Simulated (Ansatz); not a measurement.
## What a change does: single-point calculation on BaTiO3

System: BaTiO3 (Pm-3m, 5 atoms in the cell).
Method of run 1: DFT r2SCAN, scalar-relativistic, plane waves, PAW, no spin polarisation (Ansatz 0.2.0).

The structure derives from a Materials Project entry. Text and figures count atoms from 1; the logs count them from 0 in places.

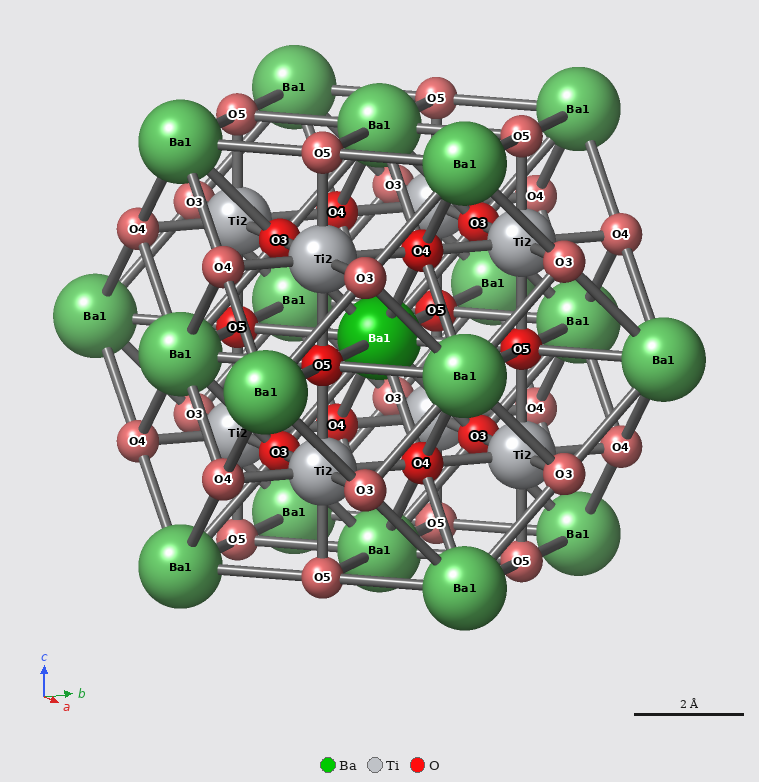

Fig. 1: The structure as given in the input (ball-and-stick view of the cell of the calculation, seen slightly off an axis; neighbours outside the cell are drawn fainter; atoms are numbered from 1 in the order of the input). An atom can appear more than once, as a periodic image.

**Input file, run 1**
```yaml
crystal:
  lattice:
    - [3.9940387827, 0.0, 0.0]
    - [0.0, 3.9940387827, 0.0]
    - [0.0, 0.0, 3.9940387827]
  atoms:
    - { symbol: Ba, position: [0.5, 0.5, 0.5] }
    - { symbol: Ti, position: [0.0, 0.0, 0.0] }
    - { symbol: O, position: [0.5, 0.0, 0.0] }
    - { symbol: O, position: [0.0, 0.5, 0.0] }
    - { symbol: O, position: [0.0, 0.0, 0.5] }
basis:
  ecutwfc: 500
kpoints:
  mp_grid: { grid: [8, 8, 8] }
  band_path: { path: [VBM, CBM], npoints: 2 }
hamiltonian:
  xc: r2scan
scf:
  occupations: { method: gaussian, width: 0.02 }
output:
  forces: true
  stress: true
  eigenvalues: true
checkpoint:
  read: start.run
  write: ck
  compress: false
  write_wavefunctions: false
  write_every: 100000
```

Command:
```bash
ansatz run input.yaml --threads 1 --pin off --max-ram 2560MiB --backend cpu --events-out ev --progress --plain --runs-dir out
```

Hardware: 1 thread of Arm Neoverse V2, 24 GiB of memory available, shared host.

**Output, shortened to warnings, some set-up lines, iterations and results (run 1)**
```
Basis set: ecut = 500 eV, 1647 PW (Γ), exchange–correlation on 120×120×120 points (64 copies of the dense FFT grid, shifted against one another)
Symmetry: 48 space group operations
k-points: 35 of 512
Initial density: read from a saved state, or passed on in memory by an earlier SCF of this step, an earlier step, the calling program or the single point that the run made first
[...]
SCF iter   1: F=—  HF=-10183.793859 eV  |F-HF|=—  |Δ(HF+E_count)|=         —  Δρ=7.90e-6  dr2=3.34e-8  dr2_τ=9.13e-9  ethr=3.02e-8  ⟨swp⟩=3.0  Hψ=6690  notcnv=0
SCF iter   2: F=-10183.793859 eV  HF=-10183.793859 eV  |F-HF|=3.09e-9  |Δ(HF+E_count)|=   9.92e-9  Δρ=4.89e-6  dr2=9.13e-9  dr2_τ=1.78e-9  ethr=8.35e-11  ⟨swp⟩=5.9  Hψ=3661  …
SCF 1 converged in 2 iterations: F = -10183.793859 eV  dr2 = 9.13e-9
NSCF: frozen V_eff on 20 k-points
NSCF: frozen V_eff on 20 k-points
NSCF: frozen V_eff on 20 k-points
NSCF: frozen V_eff on 20 k-points
NSCF: frozen V_eff on 4 k-points
NSCF: frozen V_eff on 6 k-points
NSCF: frozen V_eff on 6 k-points
NSCF: frozen V_eff on 6 k-points
NSCF: frozen V_eff on 6 k-points
NSCF: frozen V_eff on 3 k-points
NSCF: frozen V_eff on 3 k-points
SCF converged after 2 iterations
Free energy (F): -10183.793859 eV
Harris-Foulkes:  -10183.793859 eV  (|F-HF|=3.09e-9)
Internal energy: -10183.793859 eV  (E = F + TS)
E sigma→0 (E₀):  -10183.793859 eV
Fermi energy:    11.168411 eV
--- Per-component energies (eV) ---
  E_band       = -170.407550
  E_kinetic    = 974.010147
  E_local      = -2083.907347  (includes V_loc(G=0)·N_el)
  E_nonlocal   = 199.329066
  E_hartree    = 814.272754
  E_xc         = -475.516326
  E_vxc        = -604.449684  (∫ρ·V_xc dr)
  E_paw        = -6784.859608  (= ΣΔE_a)
  E_vpaw       = -320.654254  (= ΣTr[D̂ρ^β])
  E_aug_tail   = 0.002994  (compensation charges beyond the density's cutoff)
  E_vtau       = 36.715881  (kinetic-family band-sum trace: ∫τ·v_τ [+ j·A + Jᵃ·Aᵃ] dr)
  E_ewald      = -2826.846674
  E_core_change = -0.278864  (= ΣΔE_core)
  E_smearing   = -0.000000  (= −TS)
  E_closure    = 0.000000  (closes the sum)
  Σ components = -10183.793859   (vs F -10183.793859, Δ=0.00e0)
--- Forces (eV/Å), atoms counted from 1 ---
  atom   1  Ba     0.00000000     0.00000000     0.00000000
  atom   2  Ti    -0.00000000    -0.00000000     0.00000000
  atom   3  O     -0.00000000    -0.00000000     0.00000000
  atom   4  O      0.00000000    -0.00000000    -0.00000000
  atom   5  O      0.00000000    -0.00000000    -0.00000000
  max |Σ_I F_I| component: 4.15e-29 eV/Å
--- Stress (GPa, compression-positive) ---
       -0.000184      -0.000000      -0.000000
        0.000000      -0.000184       0.000000
        0.000000       0.000000      -0.000184
  P = ⅓ Tr σ = -0.0002 GPa (-0.002 kbar)
```

For run 2 the input was changed thus:
```diff
-    - [3.9940387827, 0.0, 0.0]
-    - [0.0, 3.9940387827, 0.0]
-    - [0.0, 0.0, 3.9940387827]
+    - [3.9540983949, 0.0, 0.0]
+    - [0.0, 3.9540983949, 0.0]
+    - [0.0, 0.0, 4.0237559327]
```

What does this change do to the results?

With the same functional and potentials, run 2 lies 2.8 meV per atom higher. The pressure goes from 0.00 to 2.44 GPa. The volume per atom goes from 12.74 to 12.58 Å³. The irreducible k-points go from 35 to 75. The plane waves at Γ go from 1647 to 1591. On the same kind of shared host run 2 took about 2 times as long.

**Output, shortened to warnings, some set-up lines, iterations and results (run 2)**
```
Basis set: ecut = 500 eV, 1591 PW (Γ), exchange–correlation on 120×120×120 points (64 copies of the dense FFT grid, shifted against one another)
Symmetry: 16 space group operations
k-points: 75 of 512
Initial density: read from a saved state, or passed on in memory by an earlier SCF of this step, an earlier step, the calling program or the single point that the run made first
[...]
SCF iter   1: F=—  HF=-10183.779619 eV  |F-HF|=—  |Δ(HF+E_count)|=         —  Δρ=1.50e-7  dr2=7.90e-12  dr2_τ=1.37e-12  ethr=2.51e-8  ⟨swp⟩=3.0  Hψ=14379  notcnv=0
SCF iter   2: F=-10183.779619 eV  HF=-10183.779619 eV  |F-HF|=3.64e-12  |Δ(HF+E_count)|=  2.18e-10  Δρ=1.38e-7  dr2=8.32e-12  dr2_τ=2.95e-12  ethr=1.00e-12  ⟨swp⟩=5.8  …
SCF 1 converged in 2 iterations: F = -10183.779619 eV  dr2 = 8.32e-12
NSCF: frozen V_eff on 40 k-points
NSCF: frozen V_eff on 40 k-points
NSCF: frozen V_eff on 40 k-points
NSCF: frozen V_eff on 40 k-points
NSCF: frozen V_eff on 36 k-points
NSCF: frozen V_eff on 10 k-points
NSCF: frozen V_eff on 10 k-points
NSCF: frozen V_eff on 10 k-points
NSCF: frozen V_eff on 10 k-points
NSCF: frozen V_eff on 5 k-points
NSCF: frozen V_eff on 3 k-points
SCF converged after 2 iterations
Free energy (F): -10183.779619 eV
Harris-Foulkes:  -10183.779619 eV  (|F-HF|=3.64e-12)
Internal energy: -10183.779619 eV  (E = F + TS)
E sigma→0 (E₀):  -10183.779619 eV
Fermi energy:    11.374119 eV
--- Per-component energies (eV) ---
  E_band       = -162.896649
  E_kinetic    = 975.602927
  E_local      = -2069.099097  (includes V_loc(G=0)·N_el)
  E_nonlocal   = 199.455341
  E_hartree    = 810.205612
  E_xc         = -475.940745
  E_vxc        = -605.011992  (∫ρ·V_xc dr)
  E_paw        = -6785.092667  (= ΣΔE_a)
  E_vpaw       = -320.953739  (= ΣTr[D̂ρ^β])
  E_aug_tail   = 0.003290  (compensation charges beyond the density's cutoff)
  E_vtau       = 36.695461  (kinetic-family band-sum trace: ∫τ·v_τ [+ j·A + Jᵃ·Aᵃ] dr)
  E_ewald      = -2838.635416
  E_core_change = -0.278864  (= ΣΔE_core)
  E_smearing   = -0.000000  (= −TS)
  E_closure    = 0.000000  (closes the sum)
  Σ components = -10183.779619   (vs F -10183.779619, Δ=0.00e0)
--- Forces (eV/Å), atoms counted from 1 ---
  atom   1  Ba     0.00000000     0.00000000     0.00000000
  atom   2  Ti     0.00000000     0.00000000     0.00000000
  atom   3  O      0.00000000     0.00000000     0.00000000
  atom   4  O      0.00000000    -0.00000000     0.00000000
  atom   5  O     -0.00000000     0.00000000     0.00000000
  max |Σ_I F_I| component: 3.16e-29 eV/Å
--- Stress (GPa, compression-positive) ---
        3.657668       0.000000       0.000000
        0.000000       3.657668       0.000000
        0.000000       0.000000       0.000330
  P = ⅓ Tr σ = 2.4386 GPa (24.386 kbar)
```

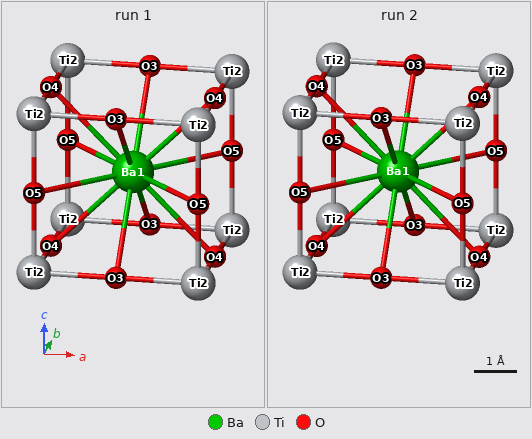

Fig. 2: The two input geometries at one scale (ball-and-stick view of the cell of the calculation, seen at an oblique angle). No atom moves by more than 0.005 Å relative to the cell. The volume changes by −1.3 %, with a = b 3.994 → 3.954 Å (−1.0 %), c 3.994 → 4.024 Å (+0.7 %). Among the contacts that change: Ba1–O5 2.824 → 2.796 Å, Ti2–O3 1.997 → 1.977 Å, Ti2–O5 1.997 → 2.012 Å.

**The two runs side by side**

| quantity | run 1 | run 2 |
| --- | --- | --- |
| outcome | converged | converged |
| free energy per atom (eV) | −2036.7588 | −2036.7559 |
| gap on the mesh (eV) | 2.17 | 2.17 |
| pressure (GPa) | 0.00 | 2.44 |
| volume per atom (Å³) | 12.74 | 12.58 |
| largest force (eV/Å) | 0.000 | 0.000 |
| irreducible k-points | 35 | 75 |
| plane waves at Γ | 1647 | 1591 |
| wall time (shared host) | 13 s | 26 s |
